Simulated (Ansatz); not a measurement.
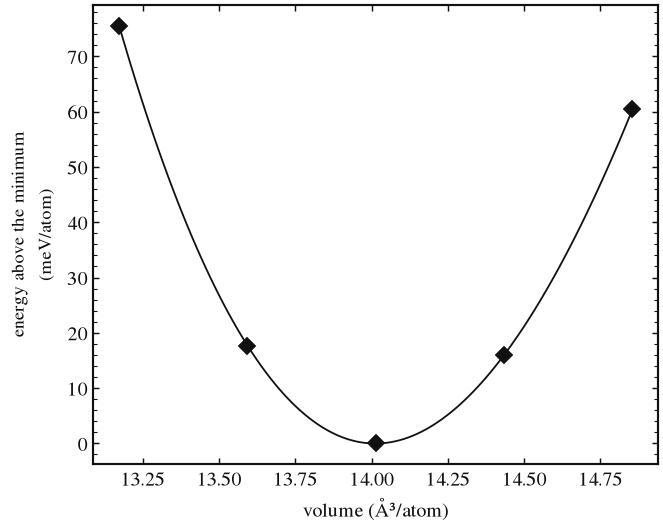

The picture above shows the energy above the minimum against volume for Os, space group P6_3/mmc (No. 194).

The given structure:
```
CELL_PARAMETERS angstrom
2.73631 0.00000 0.00000
-1.36815 2.36971 0.00000
0.00000 0.00000 4.32243
ATOMIC_POSITIONS crystal
Os 0.33333 0.66667 0.25000
Os 0.66667 0.33333 0.75000
```

Computed with Ansatz 0.2.0: third-order Birch-Murnaghan fit to density functional energies at scaled volumes of the given relaxed cell, shape and atoms relaxed at each volume; energies count from the fitted minimum; plane waves with PAW datasets, Γ-centred k mesh. Level: r2SCAN, no spin polarisation.

- wave cutoff: 500 eV
- k mesh: 18×18×10
- occupations: Gaussian
- smearing width: 0.1 eV

From this curve and the settings, what does the calculation give for the pressure at the same points?

The pressure falls from 30.62 GPa at volume 13.173 Å³/atom to −21.67 GPa at 14.855 Å³/atom, and changes sign near 14.01 Å³/atom.

| volume (Å³/atom) | pressure (GPa) |
| --- | --- |
| 13.173 | 30.62 |
| 13.593 | 13.99 |
| 14.014 | −0.01 |
| 14.434 | −11.78 |
| 14.855 | −21.67 |
